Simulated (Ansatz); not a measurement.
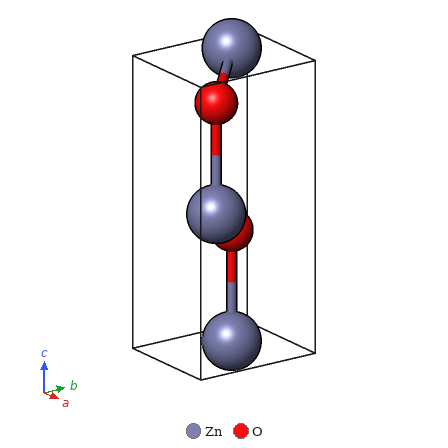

System: vacancy (removed Zn) in ZnO. The picture shows the cell.

Starting cell:
```xyz
4
Lattice="3.2794 0.0000 0.0000 -1.6397 2.8400 0.0000 0.0000 0.0000 5.2932" Properties=species:S:1:pos:R:3 pbc="T T T"
Zn    1.6397    0.9467    2.6498
Zn    0.0000    1.8933    0.0032
O     1.6397    0.9467    4.6564
O     0.0000    1.8933    2.0098
```

Method: charge states of a point defect in a periodic supercell, each relaxed, energies over the elements' standard states with the Fermi level at the host's valence band top, point-charge and potential alignment terms added, no band filling term, levels over that top; plane waves with PAW datasets; energies extrapolated to zero smearing (Ansatz 0.2.0). Level: PBE, allowed.

host atoms in supercell 36; wave cutoff 420 eV; k mesh 2×2×2; occupations Gaussian; smearing width 0.01 eV; k shift (0.5, 0.5, 0.5) (mesh steps); start displacement 0.05 Å; defect kind vacancy; removed element Zn; defect place (0.6667, 0.3333, 0.5006) (fraction of the host cell vector); host gap 0.744 eV; static dielectric xx yy zz (10.55, 10.55, 11.59).

Describe the result: the formation energy of each charge state against the Fermi level.

The stable charge changes at 0.18 eV (0/−1) and 0.59 eV (−1/−2) above the valence band top. The lowest state is 0 at the valence band top, −1 at mid-gap and −2 at the conduction band bottom, 0.74 eV higher. With the Fermi level at mid-gap the formation energy is 5.0 eV against the elements' standard states.

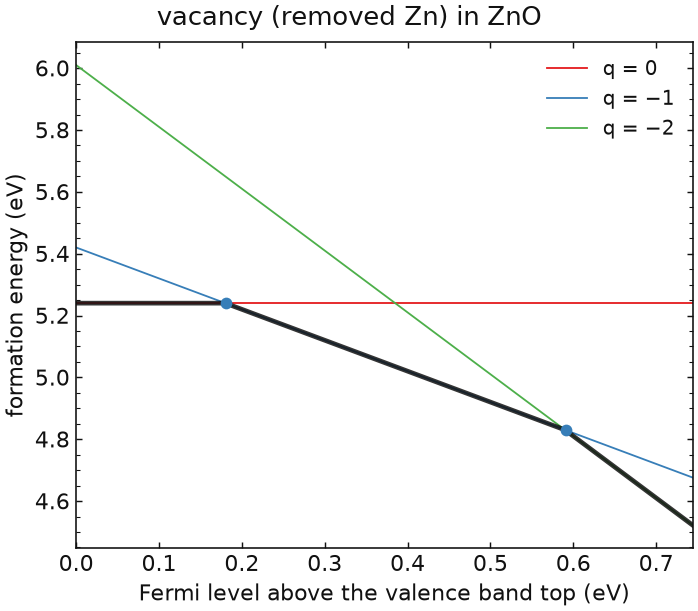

The thick line follows the lowest charge state; the axis spans the host's computed gap.

Limits of the calculation: a crossing between the sampled k points may be missed; charged cell in a neutralising background; coarse k mesh; narrow smearing for a metal; potential alignment in doubt; random start near the defect, other minima possible; small supercell; starting moments lost.
